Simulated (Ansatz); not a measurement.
# Residual resistivity of an alloy: Nb(100) with 4 layers of random Nb-Au, 2x2

Aim: the residual resistivity of a random alloy, from Nb(100) with 4 layers of random Nb-Au, 2x2 and longer regions.

Main program and level: Ansatz 0.2.0; Ansatz plane-wave DFT, PBE, PAW files; ballistic transport by layer matching (Landauer), zero bias; PAW set soft_1.

### Step 1. The starting structure

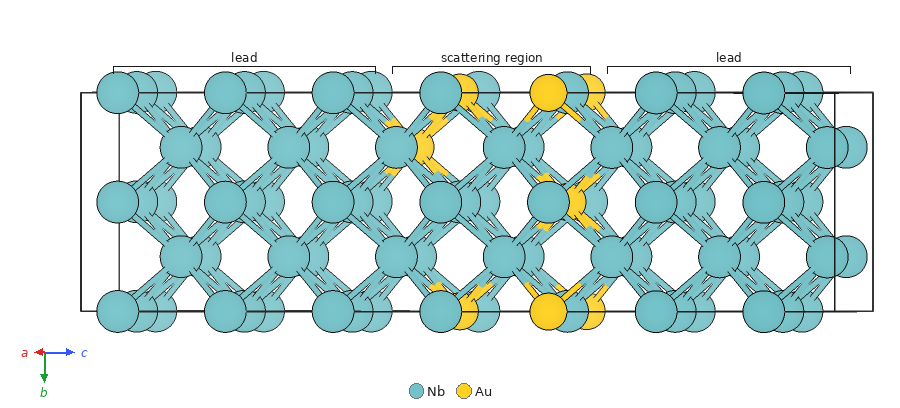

The cell as given, from the side, with the c axis across the page (niobium teal, gold yellow). Some periodic images of atoms are drawn too.

The cell holds 56 atoms: 52 Nb and 4 Au. Its edges and angles: a = 6.613 Å, b = 6.613 Å, c = 23.144 Å, α = 90.0°, β = 90.0°, γ = 90.0°. It derives from Nb. Regions: lead, 40 atoms (40 Nb); scattering region, 16 atoms (4 Au and 12 Nb). The structure is stacked along c, and the current runs across the ab planes.

### Step 2. With 4 alloy layers

In 4 layers a share of 0.25 of the sites is given to Au at random. The layers about the cell's end stay perfect and serve as the lead. Disorder leaves little or no symmetry, which makes such runs dear. Energies from -0.05 to 0.05 eV in steps of 0.05 eV are too few for the program's thermal sum, so it prints no conductance; for a metal the transmission near the Fermi level serves, at a fraction of the cost.

input.yaml

```yaml
crystal:
  lattice:
    - [6.6126, 0.0, 0.0]
    - [0.0, 6.6126, 0.0]
    - [0.0, 0.0, 23.1441]
  atoms:
    - { symbol: Nb, position: [0.0, 0.0, 0.0357142857] }
    - { symbol: Nb, position: [0.0, 0.5, 0.0357142857] }
    - { symbol: Nb, position: [0.5, 0.0, 0.0357142857] }
    - { symbol: Nb, position: [0.5, 0.5, 0.0357142857] }
    - { symbol: Nb, position: [0.25, 0.25, 0.1071428571] }
    - { symbol: Nb, position: [0.25, 0.75, 0.1071428571] }
    - { symbol: Nb, position: [0.75, 0.25, 0.1071428571] }
    - { symbol: Nb, position: [0.75, 0.75, 0.1071428571] }
    - { symbol: Nb, position: [0.0, 0.0, 0.1785714286] }
    - { symbol: Nb, position: [0.0, 0.5, 0.1785714286] }
    - { symbol: Nb, position: [0.5, 0.0, 0.1785714286] }
    - { symbol: Nb, position: [0.5, 0.5, 0.1785714286] }
    - { symbol: Nb, position: [0.25, 0.25, 0.25] }
    - { symbol: Nb, position: [0.25, 0.75, 0.25] }
    - { symbol: Nb, position: [0.75, 0.25, 0.25] }
    - { symbol: Nb, position: [0.75, 0.75, 0.25] }
    - { symbol: Nb, position: [0.0, 0.0, 0.3214285714] }
    - { symbol: Nb, position: [0.0, 0.5, 0.3214285714] }
    - { symbol: Nb, position: [0.5, 0.0, 0.3214285714] }
    - { symbol: Nb, position: [0.5, 0.5, 0.3214285714] }
    - { symbol: Au, position: [0.25, 0.25, 0.3928571429] }
    - { symbol: Nb, position: [0.25, 0.75, 0.3928571429] }
    - { symbol: Nb, position: [0.75, 0.25, 0.3928571429] }
    - { symbol: Nb, position: [0.75, 0.75, 0.3928571429] }
    - { symbol: Nb, position: [0.0, 0.0, 0.4642857143] }
    - { symbol: Nb, position: [0.0, 0.5, 0.4642857143] }
    - { symbol: Au, position: [0.5, 0.0, 0.4642857143] }
    - { symbol: Nb, position: [0.5, 0.5, 0.4642857143] }
    - { symbol: Nb, position: [0.25, 0.25, 0.5357142857] }
    - { symbol: Nb, position: [0.25, 0.75, 0.5357142857] }
    - { symbol: Nb, position: [0.75, 0.25, 0.5357142857] }
    - { symbol: Nb, position: [0.75, 0.75, 0.5357142857] }
    - { symbol: Au, position: [0.0, 0.0, 0.6071428571] }
    - { symbol: Nb, position: [0.0, 0.5, 0.6071428571] }
    - { symbol: Nb, position: [0.5, 0.0, 0.6071428571] }
    - { symbol: Au, position: [0.5, 0.5, 0.6071428571] }
    - { symbol: Nb, position: [0.25, 0.25, 0.6785714286] }
    - { symbol: Nb, position: [0.25, 0.75, 0.6785714286] }
    - { symbol: Nb, position: [0.75, 0.25, 0.6785714286] }
    - { symbol: Nb, position: [0.75, 0.75, 0.6785714286] }
    - { symbol: Nb, position: [0.0, 0.0, 0.75] }
    - { symbol: Nb, position: [0.0, 0.5, 0.75] }
    - { symbol: Nb, position: [0.5, 0.0, 0.75] }
    - { symbol: Nb, position: [0.5, 0.5, 0.75] }
    - { symbol: Nb, position: [0.25, 0.25, 0.8214285714] }
    - { symbol: Nb, position: [0.25, 0.75, 0.8214285714] }
    - { symbol: Nb, position: [0.75, 0.25, 0.8214285714] }
    - { symbol: Nb, position: [0.75, 0.75, 0.8214285714] }
    - { symbol: Nb, position: [0.0, 0.0, 0.8928571429] }
    - { symbol: Nb, position: [0.0, 0.5, 0.8928571429] }
    - { symbol: Nb, position: [0.5, 0.0, 0.8928571429] }
    - { symbol: Nb, position: [0.5, 0.5, 0.8928571429] }
    - { symbol: Nb, position: [0.25, 0.25, 0.9642857143] }
    - { symbol: Nb, position: [0.25, 0.75, 0.9642857143] }
    - { symbol: Nb, position: [0.75, 0.25, 0.9642857143] }
    - { symbol: Nb, position: [0.75, 0.75, 0.9642857143] }
kpoints:
  mp_grid: { grid: [4, 4, 1] }
hamiltonian:
  xc: pbe
  pseudopotentials: { kind: paw, azcp: { folder: soft_1 } }
scf:
  occupations: { method: fermi_dirac, width: 0.1 }
output:
  transmission: { leads: [[0, 4]], kmesh: [8, 8], e_range: [-0.05, 0.05], de: 0.05 }
  write_potential: true
  write_density: true
  volumetric_format: npy
```

The run is started by

```
> ansatz run input.yaml --threads 4 --pin off --max-ram 15360MiB --backend cpu --events-out ev --progress --plain --runs-dir out
```

Numbers of over 12 decimals in the logs are rounded to 6 here.

Log:

```text
Engine: ansatz 0.2.0, aarch64-unknown-linux-gnu
Pseudopotentials: kind: paw
Pseudopotential: Nb, paw, valence charge 13, recommended cutoff 420 eV (normal), soft_1/Nb.paw.azcp
Pseudopotential: Au, paw, valence charge 19, recommended cutoff 420 eV (normal), soft_1/Au.paw.azcp
Functional definition: PBE
  parameter kappa = 0.804
  parameter beta = 0.066725
  exchange = pbe_x(kappa = kappa, mu = beta*pi^2/3)
  correlation = pbe_c(beta = beta)
Crystal: 56 atoms, lattice volume = 1012.010 Å³
Basis set: ecut = 420 eV, 19757 PW (Γ)
Bands: 452, of which v1, the nominal top of the filled ones, is band 376 counted from 1 (375 counted from 0)
Symmetry: 2 space group operations
Space group: Cm (ITA 8), of the structure as read, at distance tolerance 1.0e-4 Å
k-points: 7 of 16 (time reversal used)
Non-local potential: Nb, projectors of the file, l = 0: 3, l = 1: 2, l = 2: 2, l = 3: 1
Non-local potential: Au, projectors of the file, l = 0: 3, l = 1: 2, l = 2: 2, l = 3: 1
PAW form: soft (Blöchl's): semilocal exchange-correlation on the pseudo side does not see the compensation charge
PAW one-centre angular grid: Nb, 590 points (default); XC on 64 Gauss nodes
PAW one-centre angular grid: Au, 590 points (default); XC on 64 Gauss nodes
Initial density: superposition of atomic densities (chi_scale 0.1, normalization cell, long waves of neutral atoms (reshape's long-wave potential 8.86 eV rms, cloud 3.00 Å wide))
Initial wavefunctions: pseudopotential atomic-orbital guess
Functional: x = pbe(κ = 0.804, μ = 0.219515), c = pbe(β = 0.066725)
SCF iter   1: F=—  HF=-289532.575978 eV  |F-HF|=—  |Δ(HF+E_count)|=         —  Δρ=2.69e-1  dr2=5.98e3  ethr=3.10e-3  ⟨swp⟩=6.9  Hψ=11265  notcnv=0
preconditioner: auto → Kerker (q_TF=auto, 2.597 Å⁻¹)  [metal: Δε(μ)=0.007 eV  Ē_g=4.211 eV  σ=0.100 eV  W_gap=0.02  n_scr=294 (ndim 8)  ℏωp=20.4 eV  f_vac=0.000  D(μ)=37.40/eV (n_scr^D=294)]
SCF iter   2: F=—  HF=-289343.661359 eV  |F-HF|=—  |Δ(HF+E_count)|=    1.89e2  Δρ=6.69e-2  dr2=6.04e2  ethr=3.10e-3  ⟨swp⟩=11.1  Hψ=20981  notcnv=0  defer=6
SCF iter   3: F=—  HF=-289331.051870 eV  |F-HF|=—  |Δ(HF+E_count)|=    1.26e1  Δρ=3.25e-2  dr2=1.48e2  ethr=3.10e-3  ⟨swp⟩=6.4  Hψ=7676  notcnv=0  defer=21
SCF iter   4: F=—  HF=-289327.290104 eV  |F-HF|=—  |Δ(HF+E_count)|=    3.76e0  Δρ=9.59e-3  dr2=1.95e0  ethr=3.10e-3  ⟨swp⟩=7.7  Hψ=9316  notcnv=0  defer=23
SCF iter   5: F=—  HF=-289327.098223 eV  |F-HF|=—  |Δ(HF+E_count)|=   1.92e-1  Δρ=3.20e-3  dr2=1.18e0  ethr=2.59e-4  ⟨swp⟩=6.4  Hψ=5743  notcnv=0  defer=25
SCF iter   6: F=—  HF=-289327.058856 eV  |F-HF|=—  |Δ(HF+E_count)|=   3.94e-2  Δρ=8.99e-4  dr2=5.88e-2  ethr=1.57e-4  ⟨swp⟩=2.0  Hψ=3532  notcnv=0  defer=11
SCF iter   7: F=—  HF=-289327.055429 eV  |F-HF|=—  |Δ(HF+E_count)|=   3.43e-3  Δρ=3.85e-4  dr2=4.29e-3  ethr=7.82e-6  ⟨swp⟩=2.0  Hψ=4010  notcnv=0  defer=11
SCF iter   8: F=—  HF=-289327.054811 eV  |F-HF|=—  |Δ(HF+E_count)|=   6.18e-4  Δρ=9.47e-5  dr2=3.42e-4  ethr=5.71e-7  ⟨swp⟩=2.0  Hψ=4240  notcnv=0  defer=11
SCF iter   9: F=—  HF=-289327.054731 eV  |F-HF|=—  |Δ(HF+E_count)|=   8.00e-5  Δρ=3.04e-5  dr2=2.65e-5  ethr=4.55e-8  ⟨swp⟩=2.1  Hψ=4358  notcnv=0  defer=11
SCF iter  10: F=—  HF=-289327.054028 eV  |F-HF|=—  |Δ(HF+E_count)|=   7.03e-4  Δρ=5.22e-6  dr2=8.71e-7  ethr=3.53e-9  ⟨swp⟩=2.0  Hψ=4377  notcnv=0  defer=11
SCF iter  11: F=-289327.054028 eV  HF=-289327.054028 eV  |F-HF|=1.78e-8  |Δ(HF+E_count)|=   5.09e-8  Δρ=1.23e-6  dr2=2.43e-8  ethr=1.33e-11  ⟨swp⟩=14.7  Hψ=12713  notcnv=0
SCF 1 converged in 11 iterations: F = -289327.054028 eV  dr2 = 2.43e-8
  greatest PAW one-centre occupation: 1.000 electrons in one spin orbital (limit 2), on the Au atom at site 35 (counted from 0), in its partial waves of l = 0
transmission: 90 of 882 steps passed
transmission: 180 of 882 steps passed
[...]
transmission: 882 of 882 steps passed
SCF converged after 11 iterations
Free energy (F): -289327.054028 eV
Harris-Foulkes:  -289327.054028 eV  (|F-HF|=1.78e-8)
Internal energy: -289324.870616 eV  (E = F + TS)
E sigma→0 (E₀):  -289325.962322 eV
Entropy (-TS):   -2.183412 eV (-38.990 meV/atom)
Fermi energy:    17.979327 eV
--- Per-component energies (eV) ---
  E_band       = -4553.870815
  E_kinetic    = 21703.436932
  E_local      = -43919.566525  (includes V_loc(G=0)·N_el)
  E_nonlocal   = 5313.180295
  E_hartree    = 15764.443511
  E_xc         = -9484.378785
  E_vxc        = -11487.276699  (∫ρ·V_xc dr)
  E_paw        = -199189.716919  (= ΣΔE_a)
  E_vpaw       = -7692.535810  (= ΣTr[D̂ρ^β])
  E_aug_tail   = 0.008326  (compensation charges beyond the density's cutoff)
  E_ewald      = -79512.277450
  E_smearing   = -2.183412  (= −TS)
  E_closure    = 0.000000  (closes the sum)
  Σ components = -289327.054028   (vs F -289327.054028, Δ=0.00e0)
--- Band table (eV; the first three rows and the last of 7) ---
  k-point 0: bands = [... 372 lower, 18.3165, 18.3186, 18.3246, 18.3953, 18.3967, 18.4233, 18.4246, 18.4785, ... 72 higher]
  k-point 1: bands = [... 372 lower, 18.0886, 18.1185, 18.1534, 18.1981, 18.2329, 18.2427, 18.3081, 18.3472, ... 72 higher]
  k-point 2: bands = [... 372 lower, 17.8926, 17.8996, 17.9252, 17.9500, 17.9850, 18.0054, 18.0094, 18.0266, ... 72 higher]
  k-point 6: bands = [... 372 lower, 17.3498, 17.3763, 17.3779, 17.3879, 17.4090, 17.4282, 17.4453, 17.4614, ... 72 higher]
--- Transmission ---
  basis      : 385 plane waves across, 42 finite elements along
  points     : 21, standing for a mesh of 8 x 8
  energies   : 3 from -0.050000 to 0.050000 eV about the Fermi level, 0.050000 eV apart; the leads are filled to 0.000000 eV, and channels, transmission and decay are at 0.000000 eV
  crystal 0  : Nb4, at the sites [0, 4], period 1.6531 Å, over 16.53 Å; its Hamiltonian steps by up to 13.5 meV
    offset         : up to 0.0000 Å between an atom of the period and one for which it stands
    channels       : 1.085938e1 a spin
    conductance    : none, the energies end too early or step too widely for 300 K: set another output.transmission.e_range or a lower de, or, where they end at an eighth of basis.ecutwfc, a higher one
  junction   : crystal 0 to crystal 0, 0.70 to 22.19 Å
    transmission   : 4.010105e0 a spin
    conductance    : none, the energies end too early or step too widely for 300 K: set another output.transmission.e_range or a lower de, or, where they end at an eighth of basis.ecutwfc, a higher one
```

It took 14 min on 4 threads of Arm Neoverse V1, shared host; peak memory 8.2 GiB.

The column dr2 measures how far the density is from self-consistency, as an energy; F and HF (Harris–Foulkes) agree once it is small.

Numbers from this step:

| Item | Value |
| --- | --- |
| free energy | -289327.0540 eV |
| energy at zero smearing | -289325.9623 eV |
| Fermi energy | 17.98 eV |
| cell area | 43.73 Å² |
| transmission per spin nearest the Fermi level | 4.010 |
| open channels per spin nearest the Fermi level | 10.86 |
| step of the lead's potential | 13.5 meV |

Per spin. Table of transmission, zone mean by energy, zero at the Fermi level:

| energy (eV) | transmission, zone mean |
| --- | --- |
| -0.0500 | 4.15 |
| 0.0000 | 4.01 |
| 0.0500 | 3.92 |

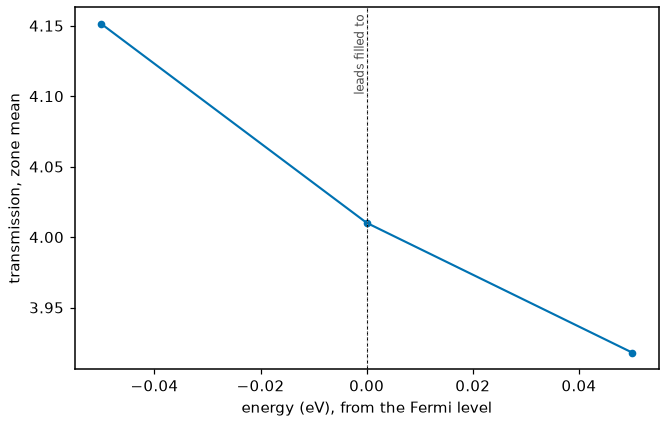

Transmission, zone mean against energy.

Per spin. The open channels, zone mean, lead by energy, zero at the Fermi level:

| energy (eV) | open channels, zone mean, lead |
| --- | --- |
| -0.0500 | 11.7 |
| 0.0000 | 10.9 |
| 0.0500 | 10.4 |

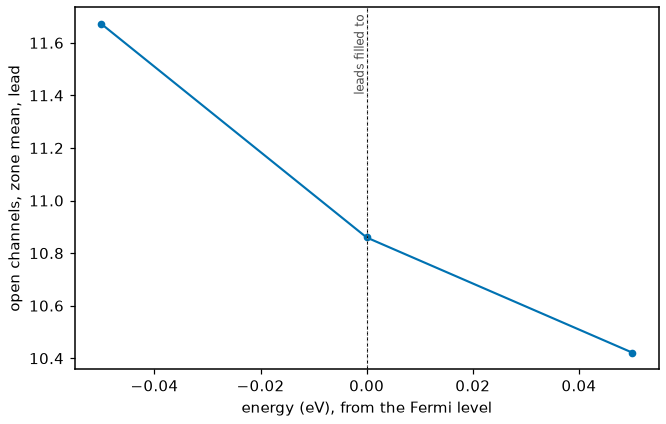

Open channels, zone mean, lead against energy.

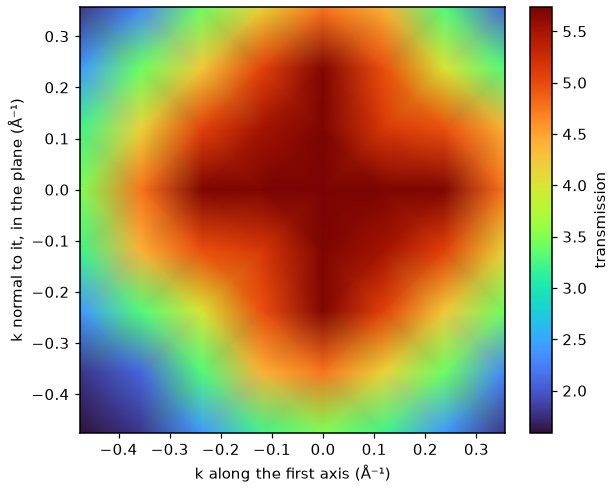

Transmission over k1 and k2. At 0.0000 eV from the Fermi level.

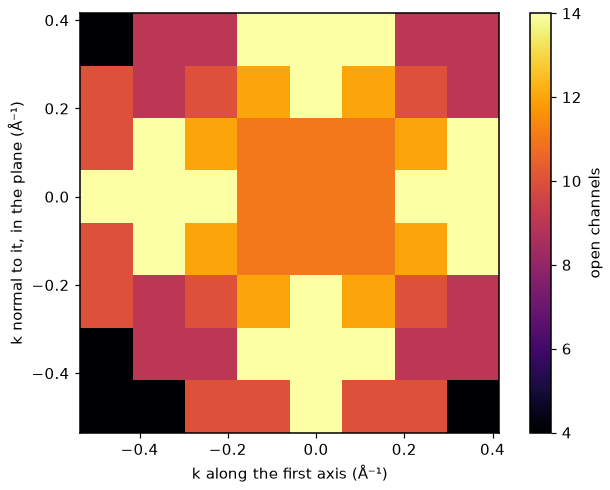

Open channels over k1 and k2. At 0.0000 eV from the Fermi level.

Over the solved energies the transmission per spin lies between 3.92 and 4.15, out of 11.0 channels of the lead on average (up to 11.7).

(Part 1 of 2 ends here.)

[Logs are printed without paths, hosts, clocks, repeated set-up lines and the standing remarks that a program may print on its own settings, such as how far it seeks lower states.]

[Hosts, paths, dates, database ids (printed as entryN), source tags and the programs' standing remarks are cut or masked in the printed files.]
